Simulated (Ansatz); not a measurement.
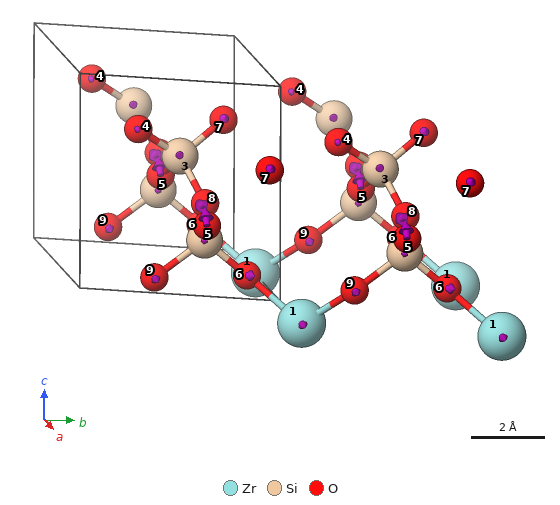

This is a relaxation of a crystal of ZrSi2O6 (a generated structure, set up in P1) (coarse preliminary run). The starting structure is drawn; purple arrows show the displacements (the part carried along by the change of the cell is left out), at their true length.

Style: ball-and-stick. Shown: the cell of the calculation, reduced to other axes, repeated 2 × 2 × 1 with one cell outlined, slightly off an axis. Lengths and directions refer to the drawn axes.

Method: DFT PBE, scalar-relativistic, plane waves, PAW (Ansatz). (plane-wave cutoff 420 eV; k-point mesh 4 × 4 × 2; occupations gaussian; smearing width 0.1 eV; no spin polarisation; cell and atoms relaxed; force threshold 0.025 eV/Å; at most 60 steps)

Which element moves most?

Answer. Oxygen: up to 0.56 Å, against 0.23 Å for zirconium.

Describe the change and its energy.

Answer. After 11 accepted moves (14 points after the start) the energy has fallen by 272 meV per atom. The largest force component goes from 11 to 0.011 eV/Å. Pressure: −0.69 GPa at the start and −0.02 GPa at the end. The line search rejected the trial step at point 8 of the run. The SCF was repeated twice at an unchanged geometry on a basis and grid sized afresh for the cell, which shifted the energy by 2.6 meV per atom at most. The largest move relative to the cell is that of an O atom, 0.56 Å along [−1 0 1]. Largest moves by element: O 0.56 Å, Zr 0.23 Å, Si 0.18 Å. The volume changes by −9.8 %, with a 5.277 → 5.010 Å (−5.1 %), b 5.675 → 5.581 Å (−1.7 %), c 6.157 → 5.903 Å (−4.1 %), α 89.7° → 88.4°, β 89.5° → 90.0°, γ 62.4° → 63.3°. Some distances before and after: O–Si 1.430 → 1.640 Å, O–Zr 2.132 → 1.957 Å, O–Zr 2.068 → 1.957 Å, O–Si 1.722 → 1.632 Å. Bond angles that change, for instance: Si–O–Si 162.7° → 141.9°, O–Si–O 121.2° → 108.4°, O–Si–O 99.6° → 110.2°. The space group (tolerance 0.01 Å) goes from P1 (No. 1) to C2 (No. 5). The run took 4.3 min on 1 thread of AMD EPYC (Zen 3) (shared host), peak memory 0.45 GiB.
